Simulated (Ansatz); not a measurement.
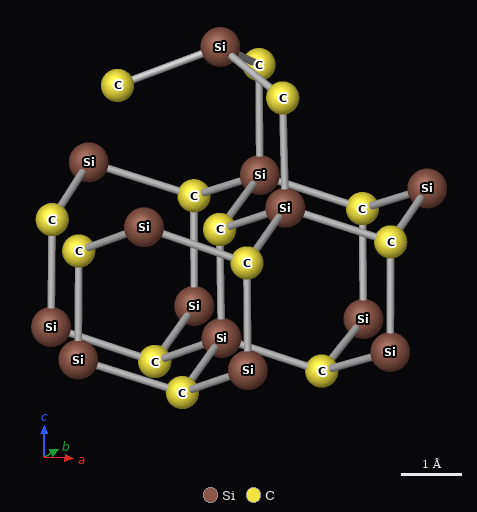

A defect cell of composition Si46C48, before the relaxation. A ball-and-stick model of the atoms within 4.2 Å of the atom that moves most (axes of the cell of the calculation (origin shifted)), seen slightly off an axis.

These are results of Ansatz 0.2.0, DFT, PBEsol, PAW, plane waves, not measurements.

Settings: plane-wave cutoff 420 eV; k-point mesh 1 × 1 × 1; mesh shifted by (0.25, 0.25, 0.25); collinear spin; atoms relaxed in a fixed cell; force threshold 0.03 eV/Å; at most 80 steps.

```
CELL_PARAMETERS angstrom
9.23420 0.00000 0.00000
0.00000 10.66274 0.00000
0.00000 0.00000 10.07595
ATOMIC_POSITIONS crystal
Si 0.00181 0.00104 0.50051
Si 0.33244 0.00111 0.50036
Si 0.16687 0.25059 0.50313
Si 0.00139 0.49710 0.50247
Si 0.66869 0.99950 0.49921
Si 0.50026 0.24774 0.49998
Si 0.16614 0.74852 0.50008
Si 0.83325 0.24852 0.49888
Si 0.66869 0.50059 0.50014
Si 0.50364 0.74990 0.49932
Si 0.82944 0.75071 0.49812
Si 0.99807 0.16906 0.25083
Si 0.16469 0.41581 0.25147
Si 0.99968 0.66535 0.24784
Si 0.66334 0.17083 0.24917
Si 0.49955 0.42081 0.24965
Si 0.33330 0.66848 0.24892
Si 0.16999 0.91636 0.25193
Si 0.83238 0.41425 0.24842
Si 0.66768 0.66434 0.25258
Si 0.50042 0.91633 0.25212
Si 0.83190 0.91459 0.24868
Si 0.16338 0.08236 0.75175
Si 0.99871 0.33409 0.75403
Si 0.50264 0.07968 0.75018
Si 0.33329 0.33163 0.75233
Si 0.16796 0.58539 0.74998
Si 0.99801 0.83437 0.74912
Si 0.83450 0.08642 0.75095
Si 0.66639 0.33266 0.74895
Si 0.49883 0.58531 0.74773
Si 0.33439 0.83093 0.75009
Si 0.83152 0.58267 0.74843
Si 0.66231 0.83160 0.74606
Si 0.00177 0.99955 0.00081
Si 0.33237 0.00109 0.00018
Si 0.16507 0.25170 0.00002
Si 0.00356 0.49576 0.00005
Si 0.66655 0.00097 0.00286
Si 0.50154 0.25008 0.00229
Si 0.33410 0.50043 0.00125
Si 0.16849 0.75164 0.99919
Si 0.83429 0.24968 0.99899
Si 0.66797 0.49938 0.99975
Si 0.49988 0.74795 0.99941
Si 0.83621 0.75003 0.99546
C 0.99576 0.00286 0.18835
C 0.33478 0.99783 0.18648
C 0.16872 0.24873 0.18422
C 0.99861 0.50144 0.18517
C 0.66608 0.99773 0.18661
C 0.50018 0.24506 0.18852
C 0.33454 0.49846 0.18984
C 0.16533 0.75192 0.18914
C 0.83373 0.25239 0.18663
C 0.66583 0.50003 0.18818
C 0.49987 0.75022 0.18562
C 0.83375 0.75093 0.18471
C 0.99801 0.99887 0.68377
C 0.33027 0.00050 0.68627
C 0.16628 0.25070 0.68803
C 0.00375 0.50114 0.68760
C 0.66742 0.00334 0.68835
C 0.50086 0.24790 0.68882
C 0.33487 0.49691 0.68661
C 0.16461 0.74986 0.68804
C 0.82878 0.24698 0.68875
C 0.66763 0.50044 0.68420
C 0.50129 0.74962 0.68677
C 0.83380 0.74891 0.68917
C 0.99889 0.16534 0.43818
C 0.33443 0.16704 0.43855
C 0.16496 0.41643 0.43568
C 0.00088 0.66565 0.44019
C 0.66097 0.16435 0.43791
C 0.50123 0.41334 0.43983
C 0.33636 0.66258 0.43493
C 0.16677 0.91972 0.43665
C 0.83501 0.41459 0.43499
C 0.66498 0.66545 0.43819
C 0.49558 0.92183 0.44003
C 0.83073 0.91534 0.43708
C 0.16538 0.08151 0.93689
C 0.00160 0.33710 0.93221
C 0.50014 0.08325 0.93935
C 0.33185 0.33389 0.93627
C 0.17016 0.58394 0.93803
C 0.99930 0.83171 0.94074
C 0.83880 0.08428 0.93553
C 0.66202 0.33138 0.94095
C 0.49735 0.58190 0.93987
C 0.32956 0.83090 0.94039
C 0.83549 0.58337 0.93883
C 0.67023 0.83507 0.93609
```

Where does the relaxation end?

The atom that moves furthest is C52 (0.22 Å roughly along [2 2 −1]). By element the largest moves are C 0.22 Å, Si 0.07 Å. The cell stays as it was. Among the contacts that change: Si16–C52 1.973 → 1.853 Å, Si40–C90 1.825 → 1.900 Å, Si15–C51 1.950 → 1.876 Å, Si16–C76 1.918 → 1.850 Å. Bond angles that change, for instance: C52–Si15–C55 112.1° → 102.3°, Si16–C52–Si40 106.6° → 115.1°, C52–Si40–C90 110.9° → 103.2°. The energy falls by 2.681 eV per cell of the calculation in 4 geometry steps. Largest force component: 2.2 eV/Å at the start, 0.0051 eV/Å at the end. The program noted that the starting moments weren't kept. The run may lie on a higher electronic state than the lowest, so the end point isn't shown to be the ground-state structure. The run took 9 s on 1 × NVIDIA GB200 with 8 threads of Arm Neoverse-V2, peak memory 2.1 GiB.

History of the run:

```json
{"step": "0", "E − E(0), meV/atom": "0.00", "largest force component, eV/Å": "2.1854"}
{"step": "1", "E − E(0), meV/atom": "-21.09", "largest force component, eV/Å": "1.2530"}
{"step": "2", "E − E(0), meV/atom": "-28.17", "largest force component, eV/Å": "0.3319"}
{"step": "3", "E − E(0), meV/atom": "-28.51", "largest force component, eV/Å": "0.0791"}
{"step": "4", "E − E(0), meV/atom": "-28.53", "largest force component, eV/Å": "0.0051"}
```

The end point in the same view:

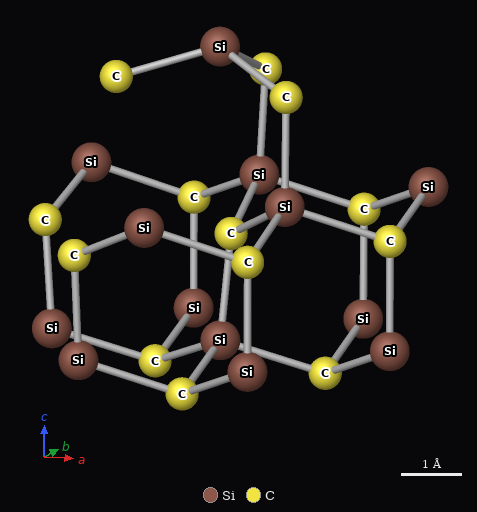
